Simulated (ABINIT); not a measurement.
**BAs (F-43m): how ε∞ follows the gap**

The empty bands of BAs (F-43m) are shifted up rigidly by Δ, and ε∞ is computed for each shift.

Cell: a, b, c = 3.378, 3.378, 3.378 Å (primitive vectors), 2 atoms.

Method: ABINIT 10.8.3, LDA, independent particles, k-mesh 12×12×12, Lorentzian half width 0.04 eV.

Launch of the response step: `optic optic.abi`. The series took 42 s in all, its band step included, on 4 threads of Intel(R) Xeon(R) Processor @ 2.70GHz, on a shared host.

| Δ (eV) | ε∞ |
| --- | --- |
| 0.00 | ? |
| 0.40 | 9.523 |
| 0.80 | 8.991 |
| 1.20 | 8.525 |
| 1.60 | 8.112 |
| 2.00 | 7.744 |

With one effective transition at E₀ and fixed dipole strength, ε∞ − 1 = A/(E₀ + Δ), so 1/(ε∞ − 1) is linear in Δ.

Working, on the rows shown:

| x = Δ (eV) | y = 1/(ε∞ − 1) |
| --- | --- |
| 0.4 | 0.11733 |
| 0.8 | 0.125141 |
| 1.2 | 0.13289 |
| 1.6 | 0.140607 |
| 2 | 0.14828 |

Means: x̄ = 1.2, ȳ = 0.13285. Σ(x − x̄)(y − ȳ) = 0.03095, Σ(x − x̄)² = 1.6. Slope = 0.03095 / 1.6 = 0.01934; intercept = ȳ − slope · x̄ = 0.10964. Turned back into ε∞, the line misses the rows shown by at most 0.0034.

Q: Predict the last column of the withheld row from the fit.

A: At x = 0 the line gives y = 0.10964, that is 10.121. The run gave 10.136, so the extrapolation is off by 0.015, 0.6 % of the range in the table.

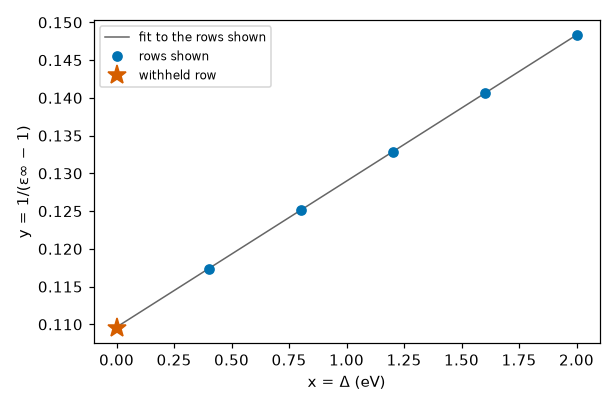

Refitted with all rows, the slope is 0.01941 and the intercept 0.10954. These give E₀ = intercept/slope = 5.6 eV, far above the least direct gap of 3.26 eV: most of the screening comes from transitions well over the edge. Over the first step ε∞ falls by 15 % per eV. Excitons are left out and so are local fields; LDA gaps are as a rule too small. The values come from a sum over the points of one k-mesh and carry its error, which grows as the direct gap shrinks. Spin-orbit coupling is left out.
